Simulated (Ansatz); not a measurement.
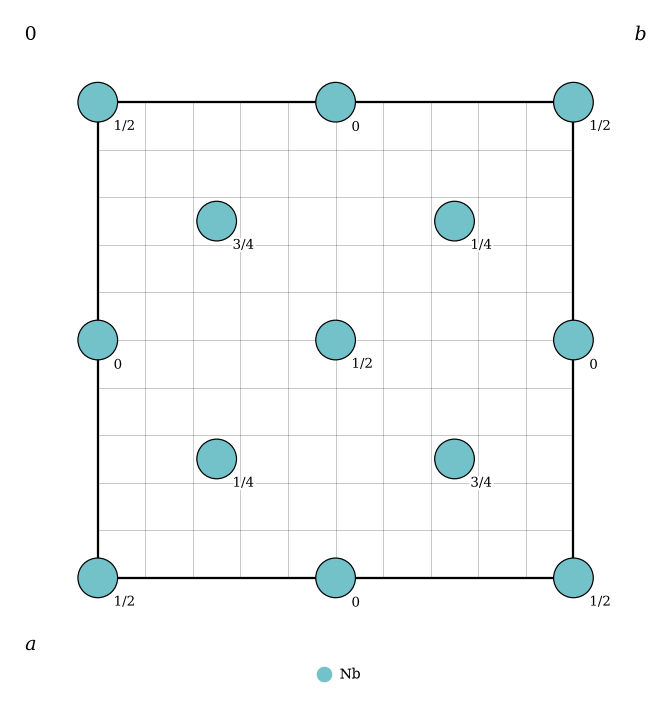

Plan of a unit cell projected along c (a down the page, b across); the numbers are heights as fractions of c, and atoms on the cell's edges are repeated. The grid marks tenths of a and b. Source: the input geometry of an electronic-structure calculation (not necessarily at equilibrium); the starting structure was generated, so it need not be a known form of this composition. All values are computed from the atomic coordinates in the standard setting (tolerance 0.002 Å).

a = 5.916 Å, b = 5.916 Å, c = 5.916 Å, α = 90.00°, β = 90.00°, γ = 90.00°.

> What does the cell contain?

8 Nb: Nb, Z = 8.

> Give the fractional coordinates of all atoms, to two places.

```csv
atom,x,y,z
Nb,0.75,0.75,0.75
Nb,0.00,0.50,0.00
Nb,0.75,0.25,0.25
Nb,0.00,0.00,0.50
Nb,0.25,0.75,0.25
Nb,0.50,0.50,0.50
Nb,0.25,0.25,0.75
Nb,0.50,0.00,0.00
```
